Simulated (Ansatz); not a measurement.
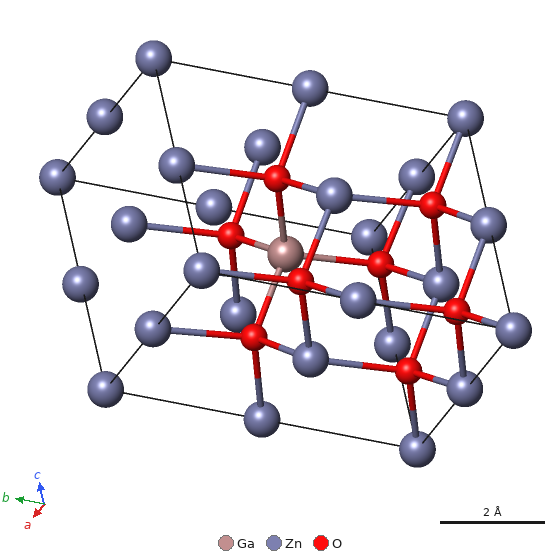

Shown here is a ball-and-stick view of the crystal, taken from a general direction. The edges of the supercell are marked. The host is ZnO, in a cell of 16 sites, and the cell is neutral.

What imperfection does the supercell contain?

Gallium on a zinc site (a substitutional impurity). It is bonded to four O in a tetrahedral arrangement at about 1.9 Å.

The numbers come from DFT PBE, scalar-relativistic, plane waves, PAW (Ansatz), using a 420 eV plane-wave basis, k-grid 3×3×3, Gaussian smearing of 0.01 eV, collinear spins.

Does the defective cell carry a moment?

Yes, 0.1 μB in the cell.

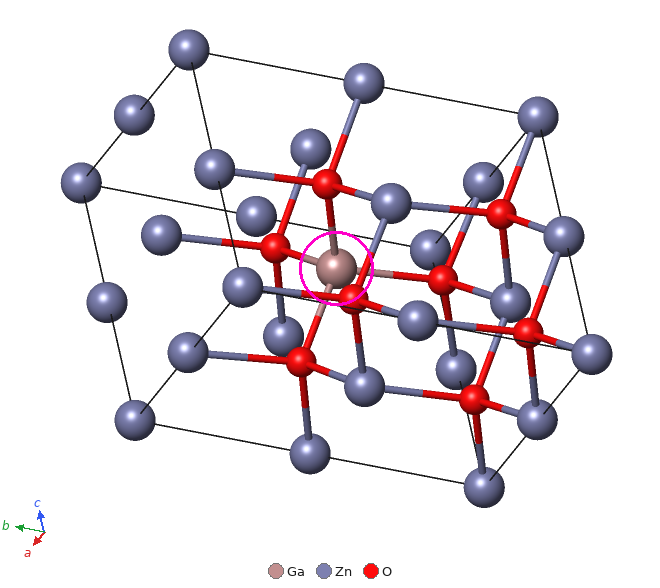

The same cell with a ring at the defect's site.

The atoms were relaxed in the host's cell with DFT PBE, scalar-relativistic, plane waves, PAW in Ansatz 0.2.0.
